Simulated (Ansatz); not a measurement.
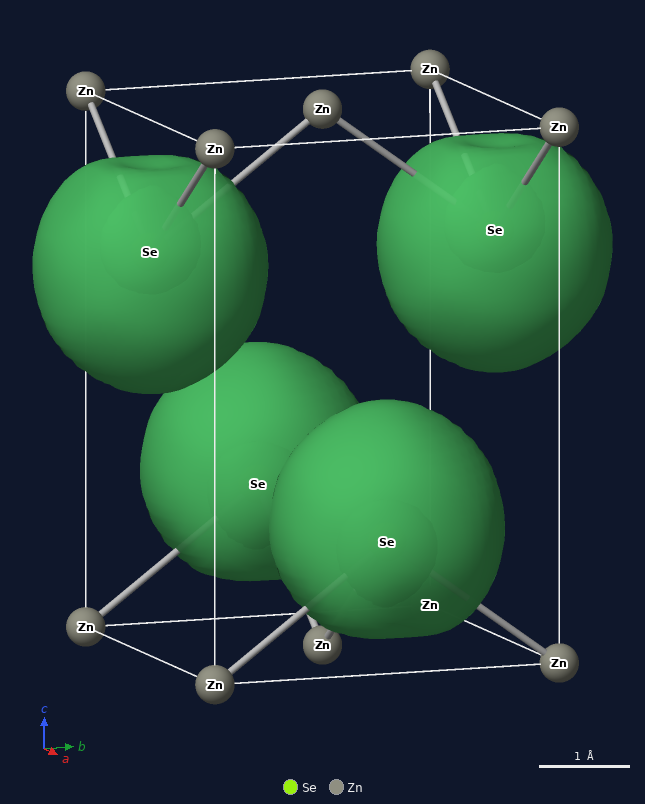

Figure 1: ZnSe. Isosurface of the ELF at 0.65 (green), seen slightly off an axis. Only the valence region is drawn (cores and ρ < 0.01 e/Å³ removed). Sticks mark near contacts.

Space group P4/nmm; a structure from a database of computed crystals, not necessarily the ambient phase.

All numbers below come from Ansatz 0.2.0, Kohn-Sham DFT of a periodic cell, PBE, Ansatz PAW.

Core electrons are frozen (PAW), and the valence fields are smoothed inside the atomic spheres.

```yaml
crystal:
  lattice:
    - [4.10770, 0.00000, 0.00000]
    - [0.00000, 4.10770, 0.00000]
    - [0.00000, 0.00000, 6.07035]
  atoms:
    - { symbol: Se, position: [0.50000, 0.00000, 0.75372] }
    - { symbol: Se, position: [0.00000, 0.50000, 0.24628] }
    - { symbol: Zn, position: [0.50000, 0.50000, 0.00000] }
    - { symbol: Zn, position: [0.00000, 0.00000, 0.00000] }
```

### Describe the localisation domains.

At this value the surface marks out two regions wrapped around Se (the valence shell of each), counted in one cell of 4 atoms. Regions shared between cells count once. Along the contacts the grid gives the following. Zn–Se (2.54 Å): the ELF is about 0.55 at the midpoint.

### Does the calculation make it a metal, or give it a gap?

It is gapped, with a Kohn–Sham gap of 1.9 eV on the k-point mesh, an upper bound to the gap of this method.
